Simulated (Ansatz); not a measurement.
Consider K.

Input file:

```
crystal:
  lattice:
    - [0.0, 4.7551544699, 4.7551544699]
    - [4.7551544699, 0.0, 4.7551544699]
    - [4.7551544699, 4.7551544699, 0.0]
  atoms:
    - { symbol: K, position: [0.125, 0.125, 0.125] }
    - { symbol: K, position: [0.875, 0.875, 0.875] }
hamiltonian:
  xc: revpbe
  pseudopotentials:
    kind: paw
    azcp:
      K: "pseudopotentials/K.paw.azcp"
basis:
  ecutwfc: 420
  fft_grid_basis: typed
kpoints:
  mp_grid: { grid: [6, 6, 6], shift: [0, 0, 0] }
magnetization:
  spin_polarized: false
scf:
  occupations: { method: fermi_dirac, width: 0.1 }
  lower_state_search: "off"
output:
  stress: true
  write_density: true
  write_potential: true
  elf: true
  volumetric_format: npy
```

Below, planes, directions and counts refer to the conventional cell (a = 9.51 Å, b = 9.51 Å, c = 9.51 Å, α = 90.00°, β = 90.00°, γ = 90.00°).

Space group Fd-3m; set up as K, diamond; a generated structure, not necessarily the stable one; changed on purpose from its base cell (volume × 0.88).

All numbers below come from DFT, revPBE, plane waves (420 eV) with PAW, scalar-relativistic (Ansatz).

Q: What will maps of the valence pseudo-density and electron localisation function show?

A: K–K (4.12 Å): ρ at the midpoint is about 0.02 e/Å³; the ELF is about 0.10 at the midpoint: no localised pair shows between them.

Q: Metal or insulator at this level of theory?

A: It is metallic or semimetallic at this level of theory: no gap opens.

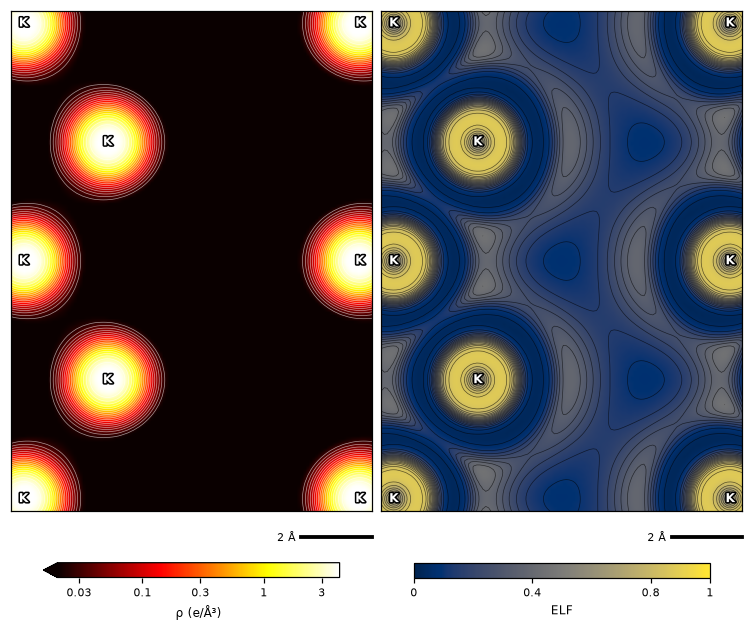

Computed valence pseudo-density and electron localisation function on the (011) plane of the conventional cell, in this order. 

Core electrons are frozen (PAW), and the valence fields are smoothed inside the atomic spheres.
